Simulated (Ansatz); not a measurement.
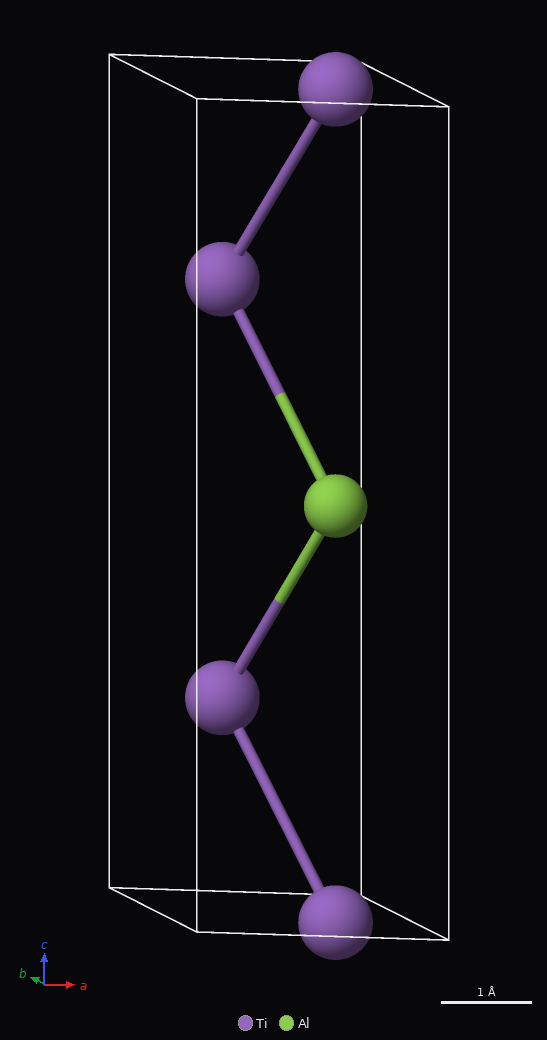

Drawn in the ball-and-stick manner and seen slightly off an axis. The edges of the conventional unit cell are marked. Cell: a = 2.849 Å, b = 2.849 Å, c = 9.442 Å, α = 90.00°, β = 90.00°, γ = 120.00°.

- Chemical formula Ti$_{3}$Al.
- It is primitive hexagonal, space group P-6m2 (No. 187).
- In the cell are 3 Ti, 1 Al, which makes 1 formula unit.
- Al is coordinated by six Ti and six Al in an anticuboctahedral arrangement (about 2.9 Å to Ti, 2.8 Å to Al). Ti takes two kinds of site: 1e with twelve Ti in an anticuboctahedral arrangement at about 2.8 Å; 2h with nine Ti and three Al in an anticuboctahedral arrangement (about 2.9 Å to Ti, 2.9 Å to Al).
- The bonds build a three-dimensional framework.

It goes back to a structure listed in the Materials Project. The cell was then strained or its atoms displaced on purpose. A calculation with Ansatz used it as input.
